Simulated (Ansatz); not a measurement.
# Single-point calculation, with input and output: HfO2 (part 2 of 2)

The same run, continued: HfO2 (P4₂/mnm, 24 atoms in the cell); DFT, PBEsol, plane waves, PAW, no spin polarisation (Ansatz 0.2.0); cutoff 450 eV, 2×2×2 k-mesh, Gaussian smearing of 0.01 eV. The structure derives from a Materials Project entry.

Geometry of the input (Å; fractional positions):
```
-4.8301  -4.8301  0.0000
-4.8301  4.8301  0.0000
4.8301  0.0000  -6.4194
Hf 0.2500  0.2500  0.5000
Hf 0.0000  0.0000  0.0000
Hf 0.7500  0.7500  0.5000
Hf 0.5000  0.5000  0.0000
Hf 0.1250  0.6250  0.2500
Hf 0.8750  0.3750  0.7500
Hf 0.6250  0.1250  0.2500
Hf 0.3750  0.8750  0.7500
O  0.1250  0.9300  0.2500
O  0.8750  0.6800  0.7500
O  0.6250  0.4300  0.2500
O  0.3750  0.1800  0.7500
O  0.4450  0.7500  0.5000
O  0.1950  0.5000  0.0000
O  0.9450  0.2500  0.5000
O  0.6950  0.0000  0.0000
O  0.0550  0.7500  0.5000
O  0.8050  0.5000  0.0000
O  0.5550  0.2500  0.5000
O  0.3050  0.0000  0.0000
O  0.1250  0.3200  0.2500
O  0.8750  0.0700  0.7500
O  0.6250  0.8200  0.2500
O  0.3750  0.5700  0.7500
```

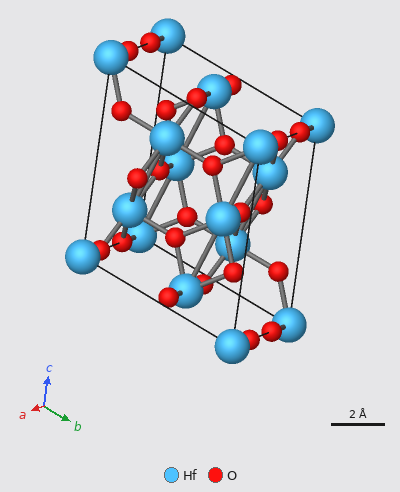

*The structure (ball-and-stick view of the cell of the calculation, seen slightly off an axis). An atom can appear more than once, as a periodic image.*

Output, continued
```
  k-point 1: bands = ["-47.9144", "-47.9144", "-47.9074", "-47.9074", "-47.9004", "-47.9004", "-47.8932", "-47.8932", "-17.1083", "-17.1083", "-16.9363", "-16.9363", "-16.8231", "-16.8231", "-16.8205", "-16.8205", "-16.8205", "-16.8205", "-16.7855", "-16.7855", "-16.6879", "-16.6879", "-16.6569", "-16.6569", "-16.6173", "-16.6173", "-16.6173", "-16.6173", "-16.6084", "-16.6084", "-16.4746", "-16.4746", "-4.7364", "-4.7364", "-4.5562", "-4.5562", "-4.0550", "-4.0550", "-3.9656", "-3.9656",
      "-3.6494", "-3.6494", "-3.6470", "-3.6470", "-3.6470", "-3.6470", "-3.3538", "-3.3538", "2.1891", "2.1891", "2.2092", "2.2092", "2.2092", "2.2092", "2.2165", "2.2165", "2.2239", "2.2239", "2.2265", "2.2265", "2.2300", "2.2300", "2.2343", "2.2343", "2.2387", "2.2387", "2.2387", "2.2387", "2.2394", "2.2394", "2.2407", "2.2407", "2.2447", "2.2447", "2.2447", "2.2447", "2.2463", "2.2463", "2.2463", "2.2463",
      "2.2502", "2.2502", "2.2535", "2.2535", "2.2566", "2.2566", "2.2585", "2.2585", "2.2670", "2.2670", "2.2832", "2.2832", "2.2891", "2.2891", "2.2892", "2.2892", "2.2953", "2.2953", "2.3314", "2.3314", "2.3314", "2.3314", "2.3526", "2.3526", "7.0674", "7.0674", "7.7636", "7.7636", "8.0033", "8.0033", "8.2601", "8.2601", "8.3389", "8.3389", "8.6383", "8.6383", "8.7515", "8.7515", "8.8604", "8.8604",
      "8.8604", "8.8604", "9.2993", "9.2993", "9.4291", "9.4291", "10.0494", "10.0494", "10.1274", "10.1274", "10.3739", "10.3739", "10.5928", "10.5928", "11.0457", "11.0457", "11.0457", "11.0457", "11.3104", "11.3104", "11.3212", "11.3212", "11.3212", "11.3212", "11.3227", "11.3227", "11.6413", "11.6413", "11.9057", "11.9057", "11.9120", "11.9120", "16.5312", "16.5312", "17.2351", "17.2351", "17.2977", "17.2977", "17.4614", "17.4614",
      "17.8223", "17.8223", "17.9649", "17.9649", "17.9649", "17.9649", "17.9926", "17.9926", "18.1766", "18.1766", "18.7972", "18.7972", "18.9944", "18.9944", "19.4501", "19.4501"]
  k-point 2: bands = ["-47.9136", "-47.9136", "-47.9091", "-47.9091", "-47.8973", "-47.8973", "-47.8954", "-47.8954", "-17.0564", "-17.0564", "-17.0249", "-17.0249", "-16.8987", "-16.8987", "-16.7957", "-16.7957", "-16.7441", "-16.7441", "-16.7389", "-16.7389", "-16.6760", "-16.6760", "-16.6532", "-16.6532", "-16.6266", "-16.6266", "-16.6132", "-16.6132", "-16.5800", "-16.5800", "-16.5502", "-16.5502", "-4.7269", "-4.7269", "-4.3436", "-4.3436", "-4.1472", "-4.1472", "-3.9256", "-3.9256",
      "-3.8493", "-3.8493", "-3.8234", "-3.8234", "-3.4264", "-3.4264", "-3.4025", "-3.4025", "2.1956", "2.1956", "2.2136", "2.2136", "2.2193", "2.2193", "2.2261", "2.2261", "2.2273", "2.2273", "2.2285", "2.2285", "2.2318", "2.2318", "2.2337", "2.2337", "2.2350", "2.2350", "2.2369", "2.2369", "2.2391", "2.2391", "2.2405", "2.2405", "2.2433", "2.2433", "2.2437", "2.2437", "2.2464", "2.2464", "2.2494", "2.2494",
      "2.2516", "2.2516", "2.2556", "2.2556", "2.2556", "2.2556", "2.2626", "2.2626", "2.2654", "2.2654", "2.2719", "2.2719", "2.2804", "2.2804", "2.2829", "2.2829", "2.2903", "2.2903", "2.2960", "2.2960", "2.3296", "2.3296", "2.3524", "2.3524", "7.2777", "7.2777", "7.9860", "7.9860", "8.3732", "8.3732", "8.4269", "8.4269", "8.4914", "8.4914", "8.5059", "8.5059", "8.7181", "8.7181", "8.7552", "8.7552",
      "8.9104", "8.9104", "9.1453", "9.1453", "9.9034", "9.9034", "10.0295", "10.0295", "10.1009", "10.1009", "10.2696", "10.2696", "10.5047", "10.5047", "10.6410", "10.6410", "10.7139", "10.7139", "10.7645", "10.7645", "11.2445", "11.2445", "11.2815", "11.2815", "11.4014", "11.4014", "11.5905", "11.5905", "11.6869", "11.6869", "11.8710", "11.8710", "16.7822", "16.7822", "16.8583", "16.8583", "17.3481", "17.3481", "17.5716", "17.5716",
      "17.9127", "17.9127", "17.9402", "17.9402", "18.3378", "18.3378", "18.3728", "18.3728", "18.3926", "18.3926", "18.6960", "18.6960", "19.1737", "19.1737", "19.4259", "19.4259"]
  k-point 3: bands = ["-47.9144", "-47.9144", "-47.9039", "-47.9039", "-47.9039", "-47.9039", "-47.8932", "-47.8932", "-17.1425", "-17.1425", "-16.8627", "-16.8627", "-16.8627", "-16.8627", "-16.8166", "-16.8166", "-16.7334", "-16.7334", "-16.7334", "-16.7334", "-16.7312", "-16.7312", "-16.6589", "-16.6589", "-16.6500", "-16.6500", "-16.6500", "-16.6500", "-16.6429", "-16.6429", "-16.4748", "-16.4748", "-4.4541", "-4.4541", "-4.4255", "-4.4255", "-4.1594", "-4.1594", "-4.1594", "-4.1594",
      "-3.7604", "-3.7604", "-3.7604", "-3.7604", "-3.7065", "-3.7065", "-3.2542", "-3.2542", "2.2135", "2.2135", "2.2211", "2.2211", "2.2251", "2.2251", "2.2270", "2.2270", "2.2270", "2.2270", "2.2321", "2.2321", "2.2321", "2.2321", "2.2327", "2.2327", "2.2332", "2.2332", "2.2377", "2.2377", "2.2377", "2.2377", "2.2404", "2.2404", "2.2422", "2.2422", "2.2458", "2.2458", "2.2458", "2.2458", "2.2471", "2.2471",
      "2.2529", "2.2529", "2.2542", "2.2542", "2.2542", "2.2542", "2.2621", "2.2621", "2.2668", "2.2668", "2.2672", "2.2672", "2.2672", "2.2672", "2.2830", "2.2830", "2.2846", "2.2846", "2.2968", "2.2968", "2.2968", "2.2968", "2.3478", "2.3478", "7.6435", "7.6435", "8.1288", "8.1288", "8.5157", "8.5157", "8.5157", "8.5157", "8.7391", "8.7391", "8.7391", "8.7391", "8.7644", "8.7644", "8.9343", "8.9343",
      "9.1269", "9.1269", "9.1269", "9.1269", "9.5158", "9.5158", "9.6632", "9.6632", "10.0071", "10.0071", "10.1165", "10.1165", "10.1165", "10.1165", "10.5758", "10.5758", "10.6669", "10.6669", "10.7500", "10.7500", "10.7500", "10.7500", "10.9879", "10.9879", "11.5143", "11.5143", "11.6930", "11.6930", "11.6930", "11.6930", "11.7377", "11.7377", "16.4976", "16.4976", "16.9560", "16.9560", "17.4259", "17.4259", "17.4259", "17.4259",
      "18.0726", "18.0726", "18.0726", "18.0726", "18.5557", "18.5557", "18.6778", "18.6778", "18.8271", "18.8271", "19.0553", "19.0553", "19.0553", "19.0553", "19.2627", "19.2627"]
```

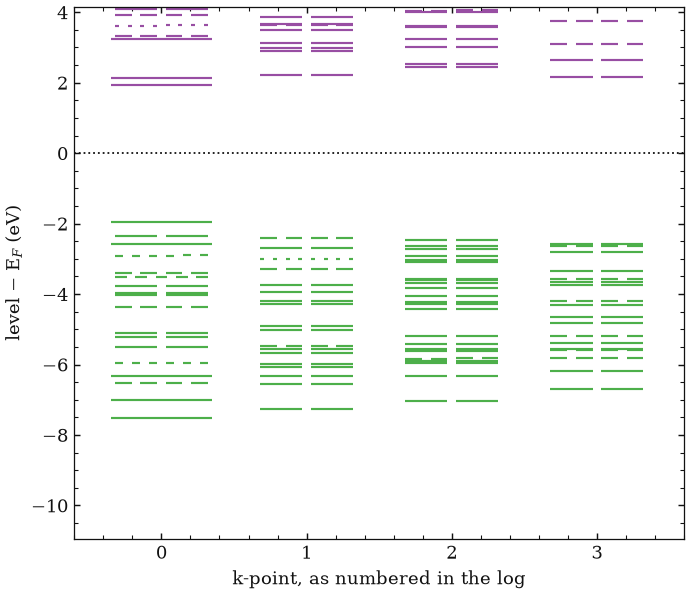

*Kohn–Sham levels near the Fermi level (dotted) at the few k-points that the log prints; levels within 0.02 eV of each other stand side by side.*

Among these points the highest filled and lowest empty levels are 3.89 eV apart, which is the gap on the mesh.

Results in brief

| quantity | value |
| --- | --- |
| outcome | converged |
| space group (tolerance 0.01 Å) | P4₂/mnm (136) |
| electrons treated | 304 |
| free energy | −133800.9198 eV |
| Fermi energy | 14.324 eV |
| gap on the k-point mesh | 3.89 eV |
| pressure | 0.11 GPa |
| largest force (length of the vector) | 0.002 eV/Å |
| wall time | 3.4 s (CPU time 12 s) |
| peak memory | 1.3 GiB |

Settings chosen away from the usual ones: scf.lower_state_search set to off; basis.ecutwfc set to 450 eV (from 420). Spin–orbit coupling is left out, which matters for Hf.
